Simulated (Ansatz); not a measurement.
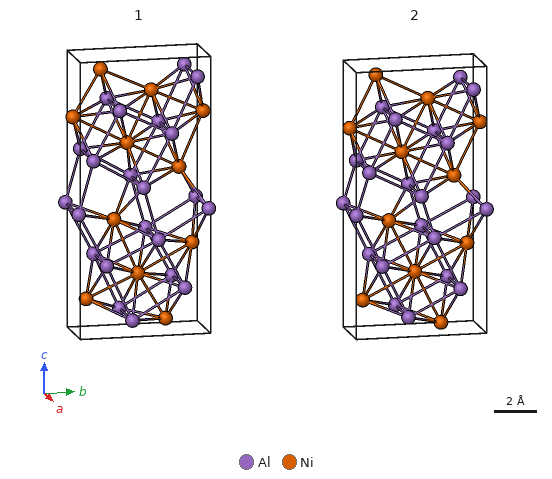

Two geometries of an interface cell of composition AlNi, drawn at one scale. One is the start of a relaxation, the other its converged end. The picture is a ball-and-stick view of the cell of the calculation, seen slightly off an axis.

Computed with DFT PBE, scalar-relativistic, plane waves, PAW (Ansatz 0.2.0). Set-up: plane-wave cutoff 420 eV; k-point mesh 12 × 6 × 3; occupations gaussian; smearing width 0.1 eV; no spin polarisation; cell relaxed at fixed a, b, alpha, beta, gamma; force threshold 0.02 eV/Å; at most 60 steps.

Which geometry has the lower energy?

Structure 1 is the relaxed one. Case: symmetric tilt boundary Sigma 5 (2 1 0), mirror between planes, shift [0, 0.5]. The largest moves relative to the cell, 0.27 Å, are those of Al atoms. By element the largest moves are Al 0.27 Å, Ni 0.20 Å. The drawn cell changes as follows: a unchanged at 2.893 Å, b unchanged at 6.469 Å, c 13.238 → 13.731 Å (+3.7 %); the volume changes by +3.7 %. Some distances before and after: Al–Al 2.189 → 2.722 Å, Ni–Ni 2.189 → 2.470 Å, Ni–Ni 2.893 → 2.685 Å, Al–Ni 2.419 → 2.602 Å. The energy falls by 2.493 eV per cell of the calculation in 5 accepted moves (7 points after the start). Largest force component: 4.6 eV/Å at the start, 0.0016 eV/Å at the end. Pressure: 4.73 GPa at the start and −2.33 GPa at the end. The SCF was repeated twice at an unchanged geometry on a basis and grid sized afresh for the cell, which shifted the energy by 4.5 meV per cell of the calculation at most.

Limits of the set-up: an element that often carries a moment was run without spin polarisation.
